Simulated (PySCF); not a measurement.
Run report: C₅H₈O₂, NMR shielding calculation

The run: NMR shielding calculation of C₅H₈O₂ (methyl methacrylate), SMILES C=C(C)C(=O)OC. Method and program: GIAO PBE0/pcSseg-1 NMR shielding, non-relativistic, gas phase (PySCF 2.14.0).

The geometry comes from this level: GFN2-xTB, MD frame at 250 fs, 400 K. It belongs to a series of runs on one base structure; here: MD frame at 250 fs, 400 K. Figures and captions count atoms from 1; the log counts them from 0 in places.

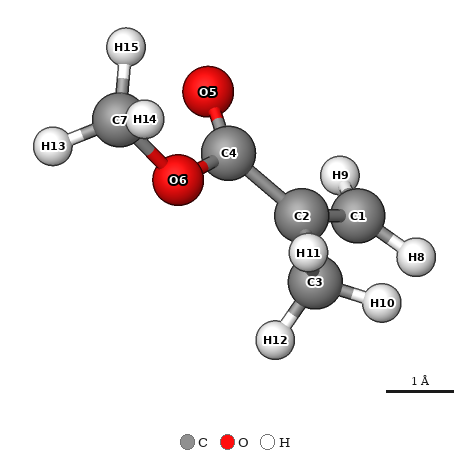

Fig. 1: The structure as given in the input (ball-and-stick view, seen at a tilt; atoms are numbered from 1 in the order of the input). Bond lengths as drawn: C–C 1.34 to 1.47 Å, C–H 1.05 to 1.13 Å and C–O 1.19 to 1.44 Å.

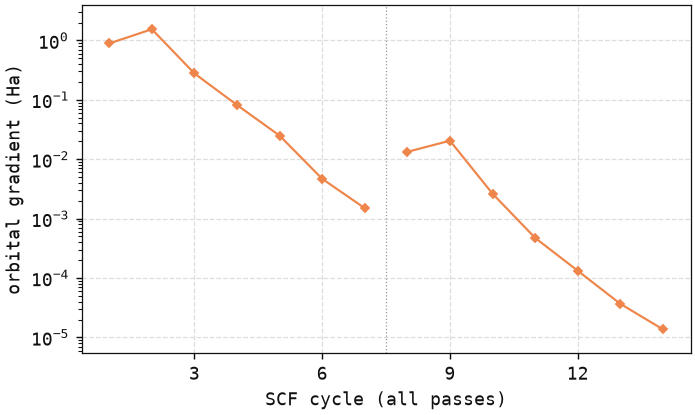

Fig. 2: Convergence of the self-consistent field: orbital gradient against the SCF cycle. The dotted line marks the change from a coarse to the final integration grid. The first 7 cycles use a coarse grid, the final grid takes over at cycle 8, and the field converges after 14 cycles in all.

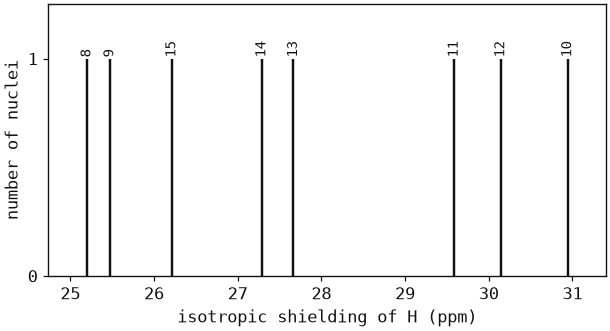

Fig. 3: Isotropic shieldings of the hydrogen nuclei in this fixed geometry, labelled by atom number; shielding grows to the right, so chemical shift grows to the left. The least shielded is H8 (25.2 ppm), the most shielded H10 (30.9 ppm).

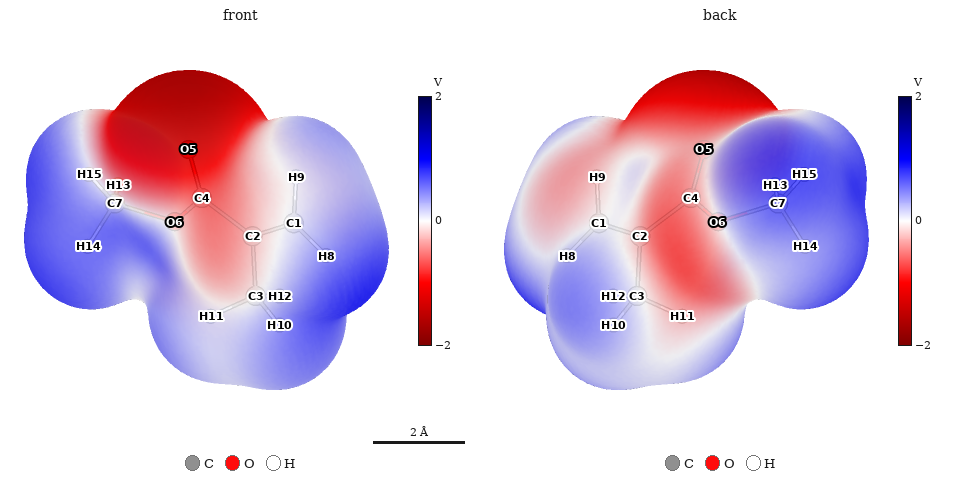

Fig. 4: The molecular electrostatic potential painted on the density surface at 0.001 e/bohr³, seen at a tilt and from behind; red is negative and blue positive. Its dipole moment is 2.14 D.

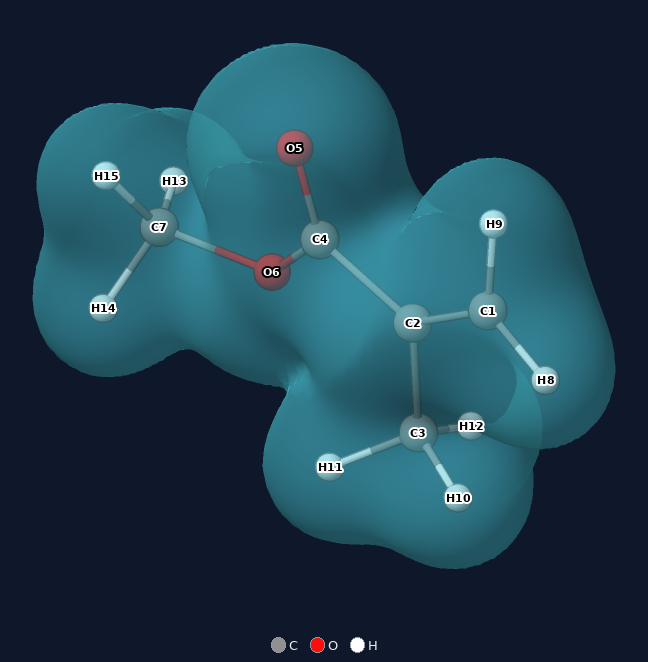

Fig. 5: Isosurface of the total electron density at 0.1 e/Å³ (cyan), seen at an oblique angle. At this value the surface is in one piece. On the grid the lowest density along these lines, outside the cores, is 3 e/Å³ (C–O, 1.19 Å), 2.3 e/Å³ (C–C, 1.34 Å), 2 e/Å³ (C–H, 1.05 Å) and 2 e/Å³ (C–O, 1.35 Å).

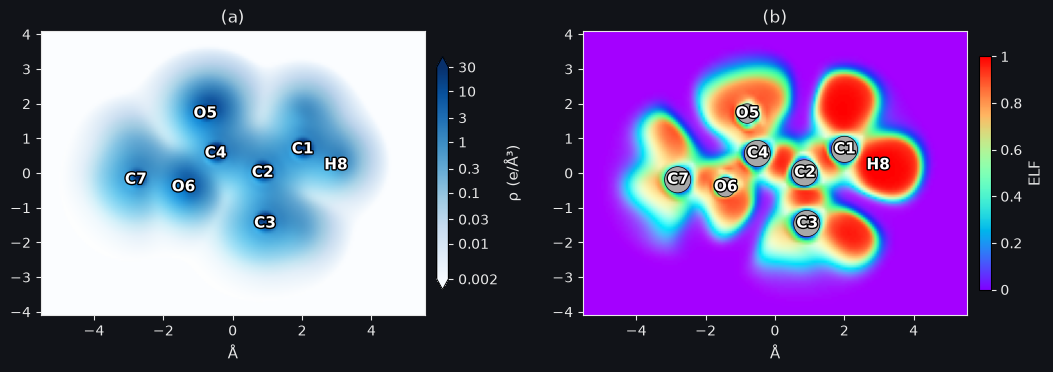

Fig. 6: (a) total electron density; (b) ELF on the plane of atoms C2, C4 and O5. Grey discs, where drawn, cover atomic cores. C–O (1.19 Å): ρ is about 3.5 e/Å³ halfway; the ELF peaks at about 0.85 between the atoms (a double or triple bond). C–C (1.34 Å): ρ at the midpoint is about 2.3 e/Å³; the ELF peaks at about 0.95 between the atoms; a multiple bond by its length, whose ELF region spreads away from the axis. C–H (1.08 Å): ρ at the midpoint is about 2 e/Å³; the ELF climbs to about 1 towards the hydrogen, as it does in any bond to H (a covalent bond by its length).

The input that produced these results follows, with the program's output.

### Input file
```
{"job": {"kind": "nmr", "xc": "PBE0", "basis": "pcSseg-1", "pop": false}, "charge": 0, "multiplicity": 1}
C     -2.478000     0.955300    -0.668900
C     -1.345200     0.251800    -0.581600
C     -1.374400    -1.150400    -1.006200
C     -0.029600     0.738800    -0.149700
O      0.246200     1.849900     0.169700
O      0.839700    -0.279000    -0.003400
C      2.257500    -0.054500     0.028700
H     -3.379000     0.582700    -1.130400
H     -2.488900     1.915500    -0.188400
H     -2.187000    -1.270300    -1.659500
H     -0.496600    -1.403000    -1.606900
H     -1.519200    -1.842500    -0.205600
H      2.621600    -0.421800     0.983000
H      2.645200    -0.639500    -0.841800
H      2.611500     0.982700    -0.241700
```

The first line tells a small driver script what to run in PySCF; the rest is the geometry in Å.

Launch command:
```bash
OMP_NUM_THREADS=1 python <driver script> task.json out
```

### What the program printed
```
coarse grid: 12568 points
cycle   1  E = -345.1141652274  dE =  1.109e+00  |g| = 8.904e-01  |ddm| = 3.436e+00
cycle   2  E = -344.8218474471  dE =  2.923e-01  |g| = 1.545e+00  |ddm| = 1.991e+00
cycle   3  E = -345.2496383627  dE = -4.278e-01  |g| = 2.779e-01  |ddm| = 1.471e+00
cycle   4  E = -345.2638955580  dE = -1.426e-02  |g| = 8.170e-02  |ddm| = 2.484e-01
cycle   5  E = -345.2649113810  dE = -1.016e-03  |g| = 2.492e-02  |ddm| = 5.775e-02
cycle   6  E = -345.2650494072  dE = -1.380e-04  |g| = 4.676e-03  |ddm| = 2.256e-02
cycle   7  E = -345.2650538844  dE = -4.477e-06  |g| = 1.497e-03  |ddm| = 5.017e-03
final grid: 121432 points
cycle   8  E = -345.3278799667  dE = -2.030e-05  |g| = 1.331e-02  |ddm| = 2.730e-02
cycle   9  E = -345.3278351006  dE =  4.487e-05  |g| = 2.050e-02  |ddm| = 2.480e-02
cycle  10  E = -345.3279132039  dE = -7.810e-05  |g| = 2.627e-03  |ddm| = 1.641e-02
cycle  11  E = -345.3279144412  dE = -1.237e-06  |g| = 4.737e-04  |ddm| = 1.865e-03
cycle  12  E = -345.3279144805  dE = -3.926e-08  |g| = 1.327e-04  |ddm| = 4.355e-04
cycle  13  E = -345.3279144841  dE = -3.611e-09  |g| = 3.677e-05  |ddm| = 1.393e-04
cycle  14  E = -345.3279144844  dE = -2.846e-10  |g| = 1.367e-05  |ddm| = 3.639e-05
converged SCF energy = -345.3279144844

GIAO shielding tensors (ppm)
atom      isotropic    diamagn.    paramagn.     s11        s22        s33       span
  0 C       50.330     251.011    -200.681    -69.646     62.812    157.825    227.471
  1 C       41.967     261.850    -219.883    -75.921     50.593    151.228    227.148
  2 C      165.704     243.933     -78.229    150.021    158.567    188.524     38.503
  3 C       18.202     248.811    -230.609    -80.624     63.830     71.400    152.024
  4 O      -85.718     404.032    -489.750   -353.810   -244.063    340.718    694.528
  5 O      147.013     404.100    -257.087    -19.981    208.365    252.654    272.635
  6 C      129.145     243.297    -114.152     97.373    108.447    181.615     84.242
  7 H       25.197      29.835      -4.638     21.644     24.914     29.033      7.389
  8 H       25.471      30.815      -5.344     21.718     24.342     30.353      8.636
  9 H       30.941      30.743       0.198     26.634     30.528     35.661      9.027
 10 H       29.585      30.026      -0.440     24.708     30.247     33.802      9.094
 11 H       30.141      29.782       0.359     26.808     27.878     35.739      8.931
 12 H       27.665      28.624      -0.959     23.644     25.452     33.899     10.255
 13 H       27.287      28.205      -0.918     22.417     26.241     33.202     10.785
 14 H       26.212      27.828      -1.616     23.176     25.067     30.393      7.217
```

### Results in brief

```tsv
quantity	value
outcome	converged
total energy	−345.327914 hartree
HOMO	−7.71 eV
LUMO	−1.35 eV
dipole moment	2.14 D
isotropic shielding, C	18.2 to 165.7 ppm
isotropic shielding, O	−85.7 to 147.0 ppm
isotropic shielding, H	25.2 to 30.9 ppm
hardware	1 CPU thread, shared host
wall time	34 s
peak memory	0.73 GiB
```
